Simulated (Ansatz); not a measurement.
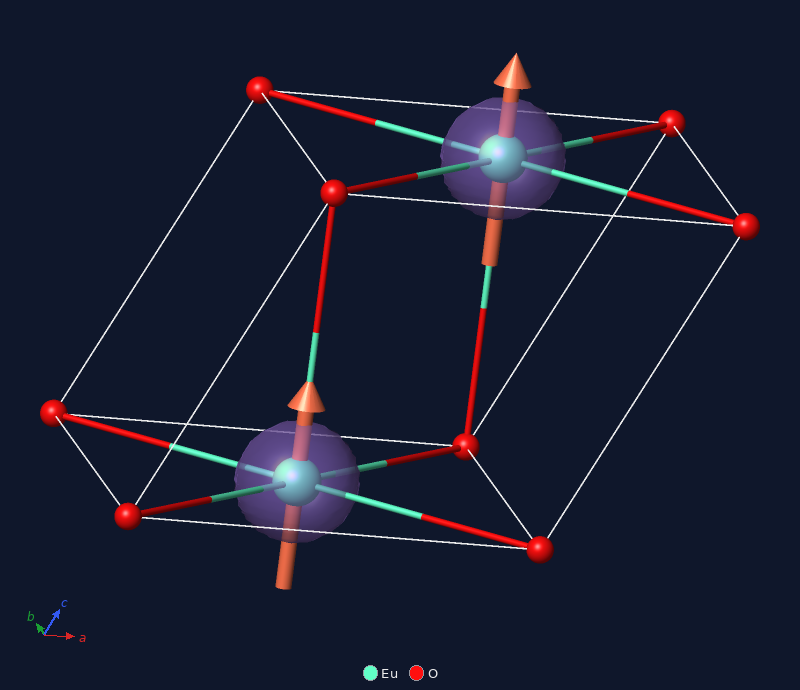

Figure. EuO. Isosurface of the size of the magnetisation density at 3 e/Å³ (purple), with the spin moments of the magnetic sites as arrows; seen at an oblique angle.

Space group Fm-3m; a generated structure, not necessarily the stable one; built by placing these elements on a known structure type; Hubbard U of 6 eV on Eu f only.

Method: DFT PBE+U, spin-orbit coupling, plane waves, PAW in Ansatz.

In a PAW calculation such maps are meaningful between the atoms, not at the nuclei.

```
Eu O
1.0
     3.65980    0.00000    0.00000
     0.00000    3.65980    0.00000
     1.82990    1.82990    2.58787
Eu O
1 1
Direct
  0.50000 0.50000 0.00000
  0.00000 0.00000 0.00000
```

Q: Describe the magnetic structure.

A: Spin moments: Eu 6.5 μB. There is one magnetic site in the cell, along [−1 −1 2] of the cell.
